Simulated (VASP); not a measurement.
## Band-structure run, with input and output: MgO (part 2 of 2)

MgO (4 atoms in the cell); Kohn-Sham DFT of a periodic cell, LDA, VASP PAW LDA potentials, recommended, no spin polarisation (VASP 6.6.1); cutoff 520 eV, 9×9×6 k-mesh, Gaussian smearing of 0.03 eV. The structure derives from a Materials Project entry.

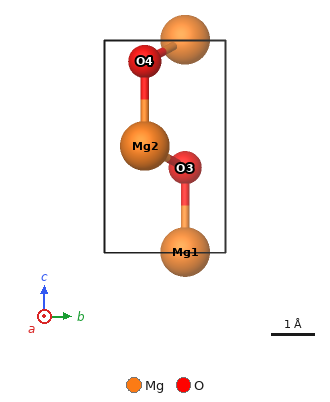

*The structure as given in the input (ball-and-stick view of the cell of the calculation, along the a axis; atoms are numbered from 1 in the order of the input).*

## Parts of OUTCAR, continued
```
 k-point     4 :       0.3333    0.0000    0.0000
  band No.  band energies     occupation
      1     -14.6930      2.00000
      2     -14.2053      2.00000
      3      -1.8725      2.00000
      4      -1.5694      2.00000
      5      -1.0871      2.00000
      6      -0.3852      2.00000
      7       0.3260      2.00000
      8       0.3461      2.00000
      9       7.1957      0.00000
     10       9.4665      0.00000
     11      10.2508      0.00000
     12      11.9083      0.00000
     13      13.1676      0.00000
     14      14.9232      0.00000
     15      14.9465      0.00000
     16      16.1703      0.00000

 k-point     5 :       0.4444   -0.0000    0.0000
  band No.  band energies     occupation
      1     -14.5072      2.00000
      2     -14.2122      2.00000
      3      -2.3034      2.00000
      4      -1.4092      2.00000
      5      -1.0724      2.00000
      6      -0.4857      2.00000
      7       0.0281      2.00000
      8       0.2932      2.00000
      9       8.1721      0.00000
     10       8.8493      0.00000
     11       9.8909      0.00000
     12      11.4417      0.00000
     13      13.4025      0.00000
     14      14.5850      0.00000
     15      14.6360      0.00000
     16      16.4810      0.00000

 [... the levels of 18 k-points are left out ...]

 k-point    24 :       0.3333    0.3333    0.1667
  band No.  band energies     occupation
      1     -14.2948      2.00000
      2     -14.2948      2.00000
      3      -1.9295      2.00000
      4      -1.4372      2.00000
      5      -1.4372      2.00000
      6      -0.6499      2.00000
      7      -0.1359      2.00000
      8      -0.1359      2.00000
      9       8.9654      0.00000
     10       8.9880      0.00000
     11      10.6952      0.00000
     12      10.6952      0.00000
     13      13.6052      0.00000
     14      13.6052      0.00000
     15      14.0374      0.00000
     16      17.8259      0.00000

 [... further k-points ...]

------------------------ aborting loop because EDIFF is reached ----------------------------------------

  FORCE on cell =-STRESS in cart. coord.  units (eV):
  Direction    XX          YY          ZZ          XY          YZ          ZX
  --------------------------------------------------------------------------------------
  -------------------------------------------------------------------------------------
  Total       -1.6097165     -1.6097165     -1.4474318     -0.0000000      0.0000000      0.0000000
  in kB      -54.5807532    -54.5807530    -49.0781548     -0.0000001      0.0000000      0.0000000
  external PRESSURE =     -52.7465537 kB  Pullay stress =       0.0000000 kB

 VOLUME and BASIS-vectors are now :
 -----------------------------------------------------------------------------
  energy-cutoff  :      520.00
  volume of cell :       47.25
      direct lattice vectors                 reciprocal lattice vectors
     3.299349252  0.000000000  0.000000000     0.303090071  0.174989134  0.000000000
    -1.649674621  2.857320265  0.000000000     0.000000000  0.349978269  0.000000000
     0.000000000  0.000000000  5.012256082     0.000000000  0.000000000  0.199510955

 POSITION                                       TOTAL-FORCE (eV/Angst)
 -----------------------------------------------------------------------------------
     -0.00000      1.90488      0.01802         0.000000      0.000000      0.038138
      1.64967      0.95244      2.52415         0.000000      0.000000      0.038138
     -0.00000      1.90488      2.00994         0.000000     -0.000000     -0.038138
      1.64967      0.95244      4.51607        -0.000000      0.000000     -0.038138
 -----------------------------------------------------------------------------------
    total drift:                               -0.000017      0.000010      0.001065

  FREE ENERGIE OF THE ION-ELECTRON SYSTEM (eV)
  ---------------------------------------------------
  free  energy   TOTEN  =       -26.2294889902 eV

  energy  without entropy=      -26.2294889902  energy(sigma->0) =      -26.22948899
```

## CONTCAR
```
MgO
   1.00000000000000
     3.2993492521999999    0.0000000000000000    0.0000000000000000
    -1.6496746212000000    2.8573202647999998    0.0000000000000000
     0.0000000000000000    0.0000000000000000    5.0122560816000004
  Mg              O
     2     2
Direct
     0.3333333300000021    0.6666666699999979    0.0035949979587855
     0.6666666699999979    0.3333333300000021    0.5035949979587855
     0.3333333300000021    0.6666666699999979    0.4010050020412166
     0.6666666699999979    0.3333333300000021    0.9010050020412166

  0.00000000E+00  0.00000000E+00  0.00000000E+00
  0.00000000E+00  0.00000000E+00  0.00000000E+00
  0.00000000E+00  0.00000000E+00  0.00000000E+00
  0.00000000E+00  0.00000000E+00  0.00000000E+00
```

This output came from the following input.

## INCAR
```
PREC     = Accurate       # precision mode
ENCUT    = 520            # plane-wave cutoff, eV
EDIFF    = 1E-7           # SCF threshold, eV
ISMEAR   = 0              # smearing method
SIGMA    = 0.03           # smearing width, eV
LREAL    = F              # projectors in reciprocal space
LASPH    = T              # aspherical terms in the spheres
NELM     = 80             # most SCF steps
ALGO     = Normal         # electronic algorithm
ISIF     = 2              # what is computed and relaxed
LWAVE    = F              # write WAVECAR
LCHARG   = F              # write CHGCAR
NBANDS   = 16             # bands
```

## KPOINTS
```
Automatic mesh
0
Gamma
  9 9 6
```

## KPOINTS_OPT
```
explicit points
186
Reciprocal
 0.0000000000  0.0000000000  0.0000000000 1
 0.0263157895  0.0000000000  0.0000000000 1
 0.0526315789  0.0000000000  0.0000000000 1
 0.0789473684  0.0000000000  0.0000000000 1
 0.1052631579  0.0000000000  0.0000000000 1
 0.1315789474  0.0000000000  0.0000000000 1
 0.1578947368  0.0000000000  0.0000000000 1
 0.1842105263  0.0000000000  0.0000000000 1
 0.2105263158  0.0000000000  0.0000000000 1
 0.2368421053  0.0000000000  0.0000000000 1
 0.2631578947  0.0000000000  0.0000000000 1
 0.2894736842  0.0000000000  0.0000000000 1
 0.3157894737  0.0000000000  0.0000000000 1
 0.3421052632  0.0000000000  0.0000000000 1
 0.3684210526  0.0000000000  0.0000000000 1
 0.3947368421  0.0000000000  0.0000000000 1
 0.4210526316  0.0000000000  0.0000000000 1
 0.4473684211  0.0000000000  0.0000000000 1
 0.4736842105  0.0000000000  0.0000000000 1
 0.5000000000  0.0000000000  0.0000000000 1
 0.5000000000  0.0000000000  0.0000000000 1
 0.4912280702  0.0175438596  0.0000000000 1
 0.4824561403  0.0350877193  0.0000000000 1
 0.4736842105  0.0526315789  0.0000000000 1
 0.4649122807  0.0701754386  0.0000000000 1
 0.4561403509  0.0877192982  0.0000000000 1
 0.4473684210  0.1052631579  0.0000000000 1
 0.4385964912  0.1228070175  0.0000000000 1
 0.4298245614  0.1403508772  0.0000000000 1
 0.4210526316  0.1578947368  0.0000000000 1
 0.4122807017  0.1754385965  0.0000000000 1
 0.4035087719  0.1929824561  0.0000000000 1
 0.3947368421  0.2105263158  0.0000000000 1
 0.3859649123  0.2280701754  0.0000000000 1
 0.3771929824  0.2456140351  0.0000000000 1
 0.3684210526  0.2631578947  0.0000000000 1
 0.3596491228  0.2807017544  0.0000000000 1
 0.3508771930  0.2982456140  0.0000000000 1
 0.3421052631  0.3157894737  0.0000000000 1
 0.3333333333  0.3333333333  0.0000000000 1
 0.3333333333  0.3333333333  0.0000000000 1
 0.3157894737  0.3157894737  0.0000000000 1
 0.2982456140  0.2982456140  0.0000000000 1
 0.2807017544  0.2807017544  0.0000000000 1
 0.2631578947  0.2631578947  0.0000000000 1
 0.2456140351  0.2456140351  0.0000000000 1
 0.2280701754  0.2280701754  0.0000000000 1
 0.2105263158  0.2105263158  0.0000000000 1
 0.1929824561  0.1929824561  0.0000000000 1
 0.1754385965  0.1754385965  0.0000000000 1
 0.1578947368  0.1578947368  0.0000000000 1
 0.1403508772  0.1403508772  0.0000000000 1
 0.1228070175  0.1228070175  0.0000000000 1
 0.1052631579  0.1052631579  0.0000000000 1
 0.0877192982  0.0877192982  0.0000000000 1
 0.0701754386  0.0701754386  0.0000000000 1
 0.0526315789  0.0526315789  0.0000000000 1
 0.0350877193  0.0350877193  0.0000000000 1
 0.0175438596  0.0175438596  0.0000000000 1
 0.0000000000  0.0000000000  0.0000000000 1
 0.0000000000  0.0000000000  0.0000000000 1
 0.0000000000  0.0000000000  0.0263157895 1
 0.0000000000  0.0000000000  0.0526315789 1
 0.0000000000  0.0000000000  0.0789473684 1
 0.0000000000  0.0000000000  0.1052631579 1
 0.0000000000  0.0000000000  0.1315789474 1
 0.0000000000  0.0000000000  0.1578947368 1
 0.0000000000  0.0000000000  0.1842105263 1
 0.0000000000  0.0000000000  0.2105263158 1
 0.0000000000  0.0000000000  0.2368421053 1
 0.0000000000  0.0000000000  0.2631578947 1
 0.0000000000  0.0000000000  0.2894736842 1
 0.0000000000  0.0000000000  0.3157894737 1
 0.0000000000  0.0000000000  0.3421052632 1
 0.0000000000  0.0000000000  0.3684210526 1
 0.0000000000  0.0000000000  0.3947368421 1
 0.0000000000  0.0000000000  0.4210526316 1
 0.0000000000  0.0000000000  0.4473684211 1
 0.0000000000  0.0000000000  0.4736842105 1
 0.0000000000  0.0000000000  0.5000000000 1
 0.0000000000  0.0000000000  0.5000000000 1
 0.0263157895  0.0000000000  0.5000000000 1
 0.0526315789  0.0000000000  0.5000000000 1
 0.0789473684  0.0000000000  0.5000000000 1
 0.1052631579  0.0000000000  0.5000000000 1
 0.1315789474  0.0000000000  0.5000000000 1
 0.1578947368  0.0000000000  0.5000000000 1
 0.1842105263  0.0000000000  0.5000000000 1
 0.2105263158  0.0000000000  0.5000000000 1
 0.2368421053  0.0000000000  0.5000000000 1
 0.2631578947  0.0000000000  0.5000000000 1
 0.2894736842  0.0000000000  0.5000000000 1
 0.3157894737  0.0000000000  0.5000000000 1
 0.3421052632  0.0000000000  0.5000000000 1
 0.3684210526  0.0000000000  0.5000000000 1
 0.3947368421  0.0000000000  0.5000000000 1
 0.4210526316  0.0000000000  0.5000000000 1
 0.4473684211  0.0000000000  0.5000000000 1
 0.4736842105  0.0000000000  0.5000000000 1
 0.5000000000  0.0000000000  0.5000000000 1
 0.5000000000  0.0000000000  0.5000000000 1
 0.4912280702  0.0175438596  0.5000000000 1
 0.4824561403  0.0350877193  0.5000000000 1
 0.4736842105  0.0526315789  0.5000000000 1
 0.4649122807  0.0701754386  0.5000000000 1
 0.4561403509  0.0877192982  0.5000000000 1
 0.4473684210  0.1052631579  0.5000000000 1
 0.4385964912  0.1228070175  0.5000000000 1
 0.4298245614  0.1403508772  0.5000000000 1
 0.4210526316  0.1578947368  0.5000000000 1
 0.4122807017  0.1754385965  0.5000000000 1
 0.4035087719  0.1929824561  0.5000000000 1
 0.3947368421  0.2105263158  0.5000000000 1
 0.3859649123  0.2280701754  0.5000000000 1
 0.3771929824  0.2456140351  0.5000000000 1
 0.3684210526  0.2631578947  0.5000000000 1
 0.3596491228  0.2807017544  0.5000000000 1
 0.3508771930  0.2982456140  0.5000000000 1
 0.3421052631  0.3157894737  0.5000000000 1
 0.3333333333  0.3333333333  0.5000000000 1
 0.3333333333  0.3333333333  0.5000000000 1
 0.3157894737  0.3157894737  0.5000000000 1
 0.2982456140  0.2982456140  0.5000000000 1
 0.2807017544  0.2807017544  0.5000000000 1
 0.2631578947  0.2631578947  0.5000000000 1
 0.2456140351  0.2456140351  0.5000000000 1
 0.2280701754  0.2280701754  0.5000000000 1
 0.2105263158  0.2105263158  0.5000000000 1
 0.1929824561  0.1929824561  0.5000000000 1
 0.1754385965  0.1754385965  0.5000000000 1
 0.1578947368  0.1578947368  0.5000000000 1
 0.1403508772  0.1403508772  0.5000000000 1
 0.1228070175  0.1228070175  0.5000000000 1
 0.1052631579  0.1052631579  0.5000000000 1
 0.0877192982  0.0877192982  0.5000000000 1
 0.0701754386  0.0701754386  0.5000000000 1
 0.0526315789  0.0526315789  0.5000000000 1
 0.0350877193  0.0350877193  0.5000000000 1
 0.0175438596  0.0175438596  0.5000000000 1
 0.0000000000  0.0000000000  0.5000000000 1
 0.5000000000  0.0000000000  0.5000000000 1
 0.5000000000  0.0000000000  0.4736842105 1
 0.5000000000  0.0000000000  0.4473684211 1
 0.5000000000  0.0000000000  0.4210526316 1
 0.5000000000  0.0000000000  0.3947368421 1
 0.5000000000  0.0000000000  0.3684210526 1
 0.5000000000  0.0000000000  0.3421052632 1
 0.5000000000  0.0000000000  0.3157894737 1
 0.5000000000  0.0000000000  0.2894736842 1
 0.5000000000  0.0000000000  0.2631578947 1
 0.5000000000  0.0000000000  0.2368421053 1
 0.5000000000  0.0000000000  0.2105263158 1
 0.5000000000  0.0000000000  0.1842105263 1
 0.5000000000  0.0000000000  0.1578947368 1
 0.5000000000  0.0000000000  0.1315789474 1
 0.5000000000  0.0000000000  0.1052631579 1
 0.5000000000  0.0000000000  0.0789473684 1
 0.5000000000  0.0000000000  0.0526315789 1
 0.5000000000  0.0000000000  0.0263157895 1
 0.5000000000  0.0000000000  0.0000000000 1
 0.3333333333  0.3333333333  0.0000000000 1
 0.3333333333  0.3333333333  0.0263157895 1
 0.3333333333  0.3333333333  0.0526315789 1
 0.3333333333  0.3333333333  0.0789473684 1
 0.3333333333  0.3333333333  0.1052631579 1
 0.3333333333  0.3333333333  0.1315789474 1
 0.3333333333  0.3333333333  0.1578947368 1
 0.3333333333  0.3333333333  0.1842105263 1
 0.3333333333  0.3333333333  0.2105263158 1
 0.3333333333  0.3333333333  0.2368421053 1
 0.3333333333  0.3333333333  0.2631578947 1
 0.3333333333  0.3333333333  0.2894736842 1
 0.3333333333  0.3333333333  0.3157894737 1
 0.3333333333  0.3333333333  0.3421052632 1
 0.3333333333  0.3333333333  0.3684210526 1
 0.3333333333  0.3333333333  0.3947368421 1
 0.3333333333  0.3333333333  0.4210526316 1
 0.3333333333  0.3333333333  0.4473684211 1
 0.3333333333  0.3333333333  0.4736842105 1
 0.3333333333  0.3333333333  0.5000000000 1
 0.0000000000  0.0000000000  0.0000000000 1
 0.0000000000  0.0000000000  0.5000000000 1
 0.3333333333  0.3333333333  0.5000000000 1
 0.3333333333  0.3333333333  0.0000000000 1
 0.5000000000  0.0000000000  0.5000000000 1
 0.5000000000  0.0000000000  0.0000000000 1
```

## POSCAR
```
MgO                                     
1.0
    3.2993492522     -0.0000000000     -0.0000000000
   -1.6496746212      2.8573202648      0.0000000000
    0.0000000000      0.0000000000      5.0122560816
  Mg              O             
     2     2
Direct
     0.3333333300000021    0.6666666699999979    0.0035949979587868
     0.6666666699999979    0.3333333300000021    0.5035949979587867
     0.3333333300000021    0.6666666699999979    0.4010050020412154
     0.6666666699999979    0.3333333300000021    0.9010050020412154
```

Launched with:
```bash
cat potpaw_LDA.64/Mg/POTCAR potpaw_LDA.64/O/POTCAR > POTCAR
mpirun -np 1 vasp_std > vasp.out
```

## Results in brief

```tsv
quantity	value
outcome	converged
space group (tolerance 0.01 Å)	P6₃mc (186)
electrons treated	16
free energy	−26.2295 eV
Fermi energy of the self-consistent step	0.957 eV
gap on the k-point mesh	3.39 eV
gap on the band path	3.39 eV
pressure	−5.27 GPa
largest force (length of the vector)	0.038 eV/Å
hardware	1 thread of Intel Xeon @ 2.90GHz (Ice Lake), 64 GiB of memory available, shared host
wall time	2.2 min
peak memory	0.19 GiB
```

## Remarks

The cell is under a tension of 5.3 GPa at this level, so it is not at its equilibrium volume.
